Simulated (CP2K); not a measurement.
WSe₄ (slab)

```xyz
5
Lattice="3.3179 0.0000 0.0000 -1.6590 2.8734 0.0000 0.0000 0.0000 44.9918" Properties=species:S:1:pos:R:3 pbc="T T T"
Se    0.0000    1.9156    7.5001
Se    0.0000    1.9156   20.8334
W     0.0000    0.0000   22.4959
Se    0.0000    1.9156   24.1583
Se    0.0000    1.9156   37.4916
```

Not relaxed (largest force 0.4 eV/Å).

All numbers below come from CP2K, Kohn-Sham DFT of a periodic cell, PBE, GTH-PBE with UZH-TZVP basis.

Q: What will maps of the valence pseudo-density and electron localisation function show?

A: W–Se (2.54 Å): the density is about 0.54 e/Å³ at the midpoint; the ELF is about 0.55 at the midpoint.

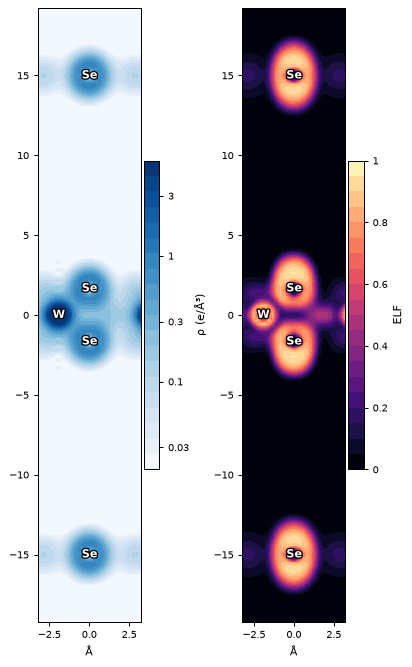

Computed valence pseudo-density and electron localisation function on the (110) plane of the calculation cell, a cut from vacuum to vacuum, in this order. 

In a pseudopotential calculation such maps are meaningful between the atoms, not at the nuclei.
